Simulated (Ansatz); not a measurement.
**Ta₃₆N₁₇ (charge +2): single-point calculation (part 2 of 2)**

Ta₃₆N₁₇ (defect cell, 53 atoms in the cell, total charge +2); DFT PBE, scalar-relativistic, plane waves, PAW, spin-polarised (Ansatz 0.2.0); cutoff 420 eV, 3×3×1 k-mesh, Gaussian smearing of 0.05 eV, collinear spins. The structure derives from a Materials Project entry.

**Output, continued**
```
  k-point 0 ↑: bands = ["-49.2811", "-49.2594", "-49.2558", "-49.2557", "-49.2424", "-49.2422", "-49.2318", "-49.2305", "-49.2204", "-49.2168", ... 122 levels left out ..., "-15.3698", "-15.3478", "-15.3266", "-15.3265", "-15.2787", "-15.2727", "-15.2727", "-15.1416", "-15.1412", "-15.1139", "-15.0986", "-15.0985", "2.0720", "2.3249", "2.6319", "2.6768", "2.6852", "2.6857", "2.7030", "2.7036", "2.7497", "2.7694", "2.7697", "2.7825", "2.7829", "2.9019", "2.9284", "2.9441", "3.0126",
      "10.5083", "11.1477", "11.1766", "11.1927", "11.1928", "11.2128", "11.2424", "11.2426", "11.3817", "11.4037", "11.4038", "11.5129", "11.5920", "11.5921", "11.8343", "11.8345", "11.9148", "11.9152", "12.1660", "12.1661", "12.4403", "12.4405", "12.5925", "12.6144", "12.6296", "12.6298", "12.6578", "12.6581", "12.6961", "12.7182", "12.7183", "12.8156", "12.8157", "13.0343", "13.1047", "13.1795", "13.1804", "13.1844", "13.1971", "13.2372",
      "13.2372", "13.2790", "13.2800", "13.2920", "13.2926", "13.3573", "13.3988", "13.3989", "13.4042", "13.4044", "13.4656", "14.0883", "15.3195", "15.3508", "15.3757", "15.3761", "15.4280", "15.4281", "15.7657", "15.9898", "15.9900", "16.0000", "16.0826", "16.0827", "16.1232", "16.1295", "16.3472", "16.4190", "16.4193", "16.4740", "16.4982", "16.5235", "16.5237", "16.5395", "16.5787", "16.5788", "16.7122", "16.7124", "16.7242", "16.7420",
      "16.7421", "16.8153", "16.8424", "16.8426", "17.0148", "17.0168", "17.0650", "17.4028", "17.4033", "17.5169", "17.5607", "17.5608", "17.5823", "17.5828", "17.6428", "17.6546", "17.6556", "17.6559", "17.7124", "17.7129", "17.7251", "17.7257", "18.2672", "18.3819", "18.3821", "18.4576", "18.5726", "18.5741", "18.8434", "19.2684", "19.2687", "19.5850", "19.5855", "19.7180", "19.7220", "19.7628", "19.7636", "19.8410", "19.8415", "19.9887",
      "20.0060", "20.0062", "20.0197", "20.0294", "20.0630", "20.0635", "20.1192", "20.1949", "20.1957", "20.1981", "20.1983", "20.2298", "20.2620", "20.2821", "20.2824", "20.4971", "20.4975", "20.5133", "20.6500", "20.6504", "20.7812", "20.7815", "21.0226", "21.0235", "21.0722", "21.0726", "21.1213", "21.1817", "21.3043", "21.3047", "21.4394", "21.4623", "21.4625", "21.4977", "21.5462", "21.5472", "21.7053", "21.7247", "21.7252", "21.7280",
      "21.7402", "21.7406", "21.7487", "21.7883", "21.8138", "21.8141", "21.8298", "21.8307", "21.8369", "21.9304", "21.9373"]
  k-point 1 ↑: bands = ["-49.2776", "-49.2664", "-49.2560", "-49.2516", "-49.2448", "-49.2423", "-49.2298", "-49.2280", "-49.2210", "-49.2208", ... 122 levels left out ..., "-15.3665", "-15.3376", "-15.3256", "-15.3223", "-15.2927", "-15.2834", "-15.2728", "-15.1619", "-15.1455", "-15.1132", "-15.1069", "-15.0984", "2.1884", "2.3913", "2.4530", "2.5822", "2.6017", "2.6309", "2.7111", "2.7621", "2.7757", "2.7971", "2.8014", "2.8721", "2.8789", "2.8827", "2.8938", "2.9282", "2.9707",
      "10.8287", "11.0009", "11.1679", "11.2377", "11.2514", "11.3953", "11.3978", "11.4121", "11.4526", "11.4885", "11.5295", "11.5368", "11.5465", "11.6719", "11.7341", "11.8146", "11.8939", "12.0556", "12.1409", "12.3163", "12.3308", "12.3693", "12.4507", "12.4533", "12.5201", "12.6101", "12.6110", "12.7477", "12.7803", "12.7963", "12.8084", "12.8155", "12.9234", "12.9310", "12.9635", "12.9689", "12.9909", "12.9972", "13.0146", "13.0643",
      "13.0901", "13.1131", "13.1178", "13.1463", "13.1515", "13.1778", "13.2369", "13.3001", "13.3319", "13.3759", "13.4312", "14.7852", "15.0249", "15.4006", "15.4111", "15.5089", "15.7207", "15.7794", "15.8372", "15.8730", "15.8974", "15.9718", "16.1487", "16.1918", "16.2887", "16.3483", "16.3558", "16.4791", "16.5137", "16.5184", "16.5765", "16.6056", "16.6177", "16.6897", "16.6926", "16.7162", "16.7943", "16.8189", "16.8479", "16.8899",
      "16.9013", "16.9641", "16.9747", "17.0127", "17.0917", "17.0919", "17.1381", "17.2213", "17.2428", "17.3610", "17.3721", "17.4543", "17.4558", "17.4939", "17.5244", "17.5530", "17.5863", "17.6255", "17.6507", "17.7344", "17.7567", "17.8117", "17.9117", "17.9358", "18.0937", "18.3514", "18.5880", "18.6139", "18.6713", "18.7892", "18.7946", "18.9415", "18.9828", "19.2728", "19.3681", "19.3980", "19.4336", "19.4968", "19.5234", "19.5504",
      "19.6148", "19.6820", "19.8174", "19.8916", "20.1837", "20.2516", "20.2927", "20.3456", "20.3991", "20.4063", "20.4786", "20.4822", "20.5201", "20.5610", "20.6366", "20.6466", "20.6809", "20.7049", "20.8147", "20.8448", "20.8876", "20.9219", "20.9260", "21.0838", "21.1178", "21.1527", "21.1825", "21.2027", "21.2332", "21.2771", "21.3213", "21.3871", "21.4196", "21.4299", "21.4642", "21.5008", "21.5470", "21.5668", "21.6316", "21.7211",
      "21.7779", "21.7800", "21.7940", "21.9950", "22.0224", "22.0922", "22.1008", "22.1203", "22.1435", "22.1488", "22.2488"]
  k-point 2 ↑: bands = ["-49.2775", "-49.2664", "-49.2559", "-49.2516", "-49.2449", "-49.2422", "-49.2298", "-49.2279", "-49.2210", "-49.2208", ... 122 levels left out ..., "-15.3663", "-15.3378", "-15.3253", "-15.3224", "-15.2928", "-15.2833", "-15.2728", "-15.1616", "-15.1458", "-15.1132", "-15.1068", "-15.0984", "2.1884", "2.3914", "2.4530", "2.5820", "2.6017", "2.6310", "2.7111", "2.7622", "2.7758", "2.7973", "2.8014", "2.8721", "2.8789", "2.8827", "2.8938", "2.9282", "2.9707",
      "10.8287", "11.0009", "11.1679", "11.2377", "11.2514", "11.3953", "11.3976", "11.4121", "11.4527", "11.4885", "11.5294", "11.5366", "11.5465", "11.6720", "11.7344", "11.8147", "11.8939", "12.0555", "12.1408", "12.3163", "12.3307", "12.3693", "12.4509", "12.4534", "12.5201", "12.6100", "12.6111", "12.7476", "12.7801", "12.7963", "12.8084", "12.8156", "12.9236", "12.9309", "12.9634", "12.9689", "12.9910", "12.9973", "13.0146", "13.0644",
      "13.0899", "13.1133", "13.1177", "13.1463", "13.1514", "13.1778", "13.2372", "13.3005", "13.3315", "13.3759", "13.4312", "14.7853", "15.0250", "15.4007", "15.4111", "15.5091", "15.7204", "15.7792", "15.8372", "15.8730", "15.8975", "15.9719", "16.1486", "16.1916", "16.2887", "16.3482", "16.3560", "16.4791", "16.5136", "16.5186", "16.5766", "16.6053", "16.6176", "16.6896", "16.6926", "16.7163", "16.7941", "16.8188", "16.8479", "16.8901",
      "16.9013", "16.9639", "16.9747", "17.0126", "17.0917", "17.0922", "17.1379", "17.2211", "17.2429", "17.3607", "17.3720", "17.4547", "17.4553", "17.4939", "17.5244", "17.5530", "17.5862", "17.6255", "17.6509", "17.7345", "17.7568", "17.8118", "17.9115", "17.9360", "18.0934", "18.3506", "18.5890", "18.6143", "18.6713", "18.7891", "18.7953", "18.9420", "18.9833", "19.2725", "19.3682", "19.3975", "19.4337", "19.4960", "19.5233", "19.5504",
      "19.6143", "19.6821", "19.8182", "19.8920", "20.1838", "20.2514", "20.2929", "20.3453", "20.3986", "20.4062", "20.4784", "20.4822", "20.5198", "20.5606", "20.6362", "20.6469", "20.6808", "20.7050", "20.8148", "20.8445", "20.8873", "20.9217", "20.9258", "21.0841", "21.1180", "21.1527", "21.1827", "21.2029", "21.2333", "21.2771", "21.3211", "21.3874", "21.4198", "21.4303", "21.4645", "21.5007", "21.5469", "21.5671", "21.6317", "21.7212",
      "21.7773", "21.7798", "21.7937", "21.9947", "22.0226", "22.0924", "22.1009", "22.1203", "22.1436", "22.1492", "22.2490"]
  k-point 4 ↓: bands = ["-49.2776", "-49.2663", "-49.2561", "-49.2516", "-49.2447", "-49.2423", "-49.2298", "-49.2280", "-49.2210", "-49.2208", ... 122 levels left out ..., "-15.3664", "-15.3377", "-15.3255", "-15.3223", "-15.2928", "-15.2834", "-15.2727", "-15.1619", "-15.1456", "-15.1133", "-15.1069", "-15.0984", "2.1884", "2.3913", "2.4530", "2.5821", "2.6017", "2.6310", "2.7111", "2.7622", "2.7757", "2.7972", "2.8014", "2.8721", "2.8789", "2.8828", "2.8938", "2.9282", "2.9707",
      "10.8286", "11.0008", "11.1679", "11.2377", "11.2513", "11.3953", "11.3977", "11.4120", "11.4525", "11.4885", "11.5294", "11.5368", "11.5466", "11.6719", "11.7343", "11.8146", "11.8940", "12.0556", "12.1408", "12.3165", "12.3306", "12.3693", "12.4506", "12.4534", "12.5201", "12.6102", "12.6111", "12.7479", "12.7802", "12.7965", "12.8083", "12.8156", "12.9235", "12.9309", "12.9635", "12.9691", "12.9910", "12.9972", "13.0147", "13.0643",
      "13.0902", "13.1132", "13.1177", "13.1463", "13.1514", "13.1778", "13.2368", "13.3001", "13.3319", "13.3758", "13.4311", "14.7852", "15.0250", "15.4006", "15.4111", "15.5089", "15.7207", "15.7793", "15.8372", "15.8730", "15.8974", "15.9719", "16.1487", "16.1918", "16.2887", "16.3484", "16.3559", "16.4788", "16.5136", "16.5184", "16.5765", "16.6055", "16.6177", "16.6896", "16.6927", "16.7164", "16.7941", "16.8187", "16.8478", "16.8901",
      "16.9015", "16.9639", "16.9747", "17.0125", "17.0918", "17.0921", "17.1379", "17.2212", "17.2427", "17.3608", "17.3722", "17.4547", "17.4553", "17.4939", "17.5246", "17.5526", "17.5860", "17.6254", "17.6509", "17.7347", "17.7569", "17.8115", "17.9120", "17.9357", "18.0935", "18.3510", "18.5887", "18.6141", "18.6714", "18.7889", "18.7950", "18.9417", "18.9831", "19.2729", "19.3679", "19.3980", "19.4339", "19.4968", "19.5232", "19.5504",
      "19.6145", "19.6824", "19.8181", "19.8915", "20.1837", "20.2515", "20.2928", "20.3452", "20.3990", "20.4058", "20.4789", "20.4824", "20.5198", "20.5608", "20.6362", "20.6469", "20.6808", "20.7050", "20.8146", "20.8448", "20.8872", "20.9214", "20.9261", "21.0841", "21.1180", "21.1526", "21.1827", "21.2030", "21.2333", "21.2771", "21.3212", "21.3874", "21.4196", "21.4299", "21.4644", "21.5006", "21.5473", "21.5667", "21.6318", "21.7211",
      "21.7777", "21.7796", "21.7940", "21.9952", "22.0222", "22.0922", "22.1006", "22.1205", "22.1435", "22.1491", "22.2488"]
--- Löwdin populations: 53 sites ---
  site symbol       q [e]    m [muB]
     0     Ta     12.5152     0.0000
     1     Ta     12.6090    -0.0000
     2     Ta     12.5050     0.0000
     3     Ta     12.5030     0.0000
     4     Ta     12.5051     0.0000
     5     Ta     12.5030     0.0000
     6     Ta     12.5026    -0.0000
     7     Ta     12.5035     0.0000
     8     Ta     12.5028    -0.0000
     9     Ta     12.5034     0.0000
    10     Ta     12.5050     0.0000
    11     Ta     12.5030     0.0000
    12     Ta     12.5152     0.0000
    13     Ta     12.6089    -0.0000
    14     Ta     12.5024    -0.0000
    15     Ta     12.5035    -0.0000
    16     Ta     12.5152     0.0000
    17     Ta     12.6089    -0.0000
    18     Ta     12.6090    -0.0000
    19     Ta     12.5153     0.0000
    20     Ta     12.5035     0.0000
    21     Ta     12.5026    -0.0000
    22     Ta     12.6089    -0.0000
    23     Ta     12.5154     0.0000
    24     Ta     12.5030     0.0000
    25     Ta     12.5051     0.0000
    26     Ta     12.5035     0.0000
    27     Ta     12.5024    -0.0000
    28     Ta     12.5034     0.0000
    29     Ta     12.5027    -0.0000
    30     Ta     12.5032     0.0000
    31     Ta     12.5049     0.0000
    32     Ta     12.5029     0.0000
    33     Ta     12.5049     0.0000
    34     Ta     12.6089    -0.0000
    35     Ta     12.5151     0.0000
    36      N      5.6425    -0.0000
    37      N      5.6615     0.0000
    38      N      5.6727     0.0000
    39      N      5.6615     0.0000
    40      N      5.6726     0.0000
    41      N      5.6616     0.0000
    42      N      5.6724     0.0000
    43      N      5.6615     0.0000
    44      N      5.6724     0.0000
    45      N      5.6746     0.0000
    46      N      5.6734     0.0000
    47      N      5.6615     0.0000
    48      N      5.6726     0.0000
    49      N      5.6745     0.0000
    50      N      5.6735     0.0000
    51      N      5.6616     0.0000
    52      N      5.6725     0.0000
  spilling = 0.006947 (of n_electrons = 551.000000)
--- Bader charges: 53 sites ---
  site symbol  charge [e]  shift [e]    m [muB]
     0     Ta      0.9334     0.0006     0.0000
     1     Ta      0.6373     0.0006     0.0000
     2     Ta      0.9680     0.0006     0.0000
     3     Ta      0.9839     0.0005     0.0000
     4     Ta      0.9677     0.0006     0.0000
     5     Ta      0.9836     0.0005     0.0000
     6     Ta      0.9185     0.0006     0.0000
     7     Ta      0.9479     0.0006     0.0000
     8     Ta      0.9184     0.0006     0.0000
     9     Ta      0.9479     0.0006     0.0000
    10     Ta      0.9679     0.0006     0.0000
    11     Ta      0.9834     0.0005     0.0000
    12     Ta      0.9319     0.0006     0.0000
    13     Ta      0.6390     0.0006     0.0000
    14     Ta      0.9181     0.0006     0.0000
    15     Ta      0.9483     0.0006     0.0000
    16     Ta      0.9327     0.0006     0.0000
    17     Ta      0.6384     0.0006     0.0000
    18     Ta      0.6386     0.0006     0.0000
    19     Ta      0.9326     0.0006     0.0000
    20     Ta      0.9479     0.0006     0.0000
    21     Ta      0.9181     0.0006     0.0000
    22     Ta      0.6384     0.0006     0.0000
    23     Ta      0.9326     0.0006     0.0000
    24     Ta      0.9838     0.0005     0.0000
    25     Ta      0.9682     0.0006     0.0000
    26     Ta      0.9471     0.0006     0.0000
    27     Ta      0.9194     0.0006     0.0000
    28     Ta      0.9479     0.0006     0.0000
    29     Ta      0.9184     0.0006     0.0000
    30     Ta      0.9840     0.0005     0.0000
    31     Ta      0.9676     0.0006     0.0000
    32     Ta      0.9839     0.0005     0.0000
    33     Ta      0.9677     0.0006     0.0000
    34     Ta      0.6388     0.0006     0.0000
    35     Ta      0.9324     0.0006     0.0000
    36      N     -1.7974     0.0007     0.0000
    37      N     -1.7875     0.0012     0.0000
    38      N     -1.7817     0.0013     0.0000
    39      N     -1.7876     0.0012     0.0000
    40      N     -1.7818     0.0013     0.0000
    41      N     -1.7875     0.0012     0.0000
    42      N     -1.7820     0.0013     0.0000
    43      N     -1.7876     0.0012     0.0000
    44      N     -1.7820     0.0012     0.0000
    45      N     -1.7795     0.0015     0.0000
    46      N     -1.7805     0.0013     0.0000
    47      N     -1.7875     0.0012     0.0000
    48      N     -1.7819     0.0013     0.0000
    49      N     -1.7795     0.0015     0.0000
    50      N     -1.7804     0.0013     0.0000
    51      N     -1.7874     0.0012     0.0000
    52      N     -1.7819     0.0013     0.0000
  estimated error of the sums over rays = 6.9e-4 e
```

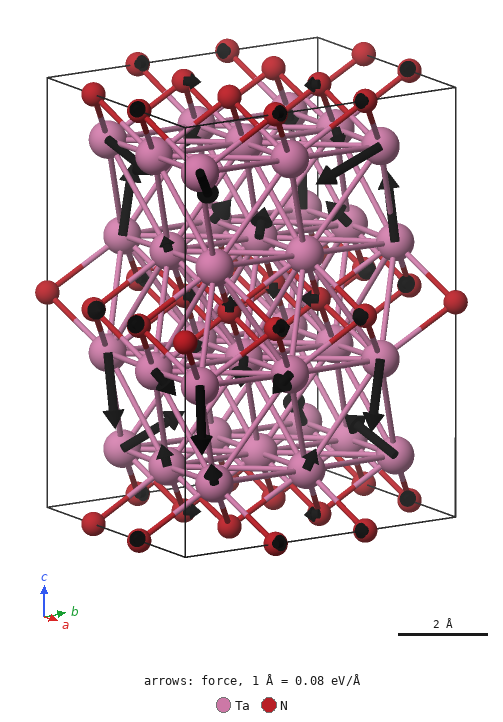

Figure 1. Forces on the atoms as black arrows (ball-and-stick view of the cell of the calculation, seen slightly off an axis); the smallest are left out. The largest act on Ta1, Ta18 (0.14 eV/Å); Ta13, Ta14, Ta17, Ta19, Ta20, Ta23 and 3 more (0.13 eV/Å); Ta2 (0.12 eV/Å); Ta9, Ta28 (0.07 eV/Å), among others. Atoms are counted from 1 in the order of the input and aren't labelled in the picture. 

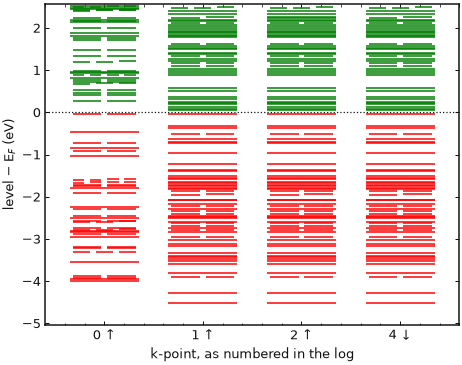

Figure 2. Kohn–Sham levels near the Fermi level (dotted) at the few k-points that the log prints; levels within 0.02 eV of each other stand side by side. The system is metallic on the full mesh.

**Key numbers**

| quantity | value |
| --- | --- |
| outcome | converged |
| electrons treated | 551 |
| free energy | −364169.4354 eV |
| Fermi energy | 19.309 eV |
| gap on the k-point mesh | none (metallic) |
| net moment of the cell | 0.00 μB |
| integrated absolute moment | 0.00 μB |
| largest force (length of the vector) | 0.139 eV/Å |
| hardware | 8 threads of Arm Neoverse V2, 24 GiB of memory available, shared host |
| wall time | 3.3 min (CPU time 25 min) |
| peak memory | 8.5 GiB |

The program warns: some starting moments were not kept. The cell is charged and computed with a neutralising background, so its energy and pressure depend on the cell and aren't those of a real crystal. Spin–orbit coupling is left out, which matters for Ta. The k-point mesh is coarse for a cell of this size, so the results may not be converged.
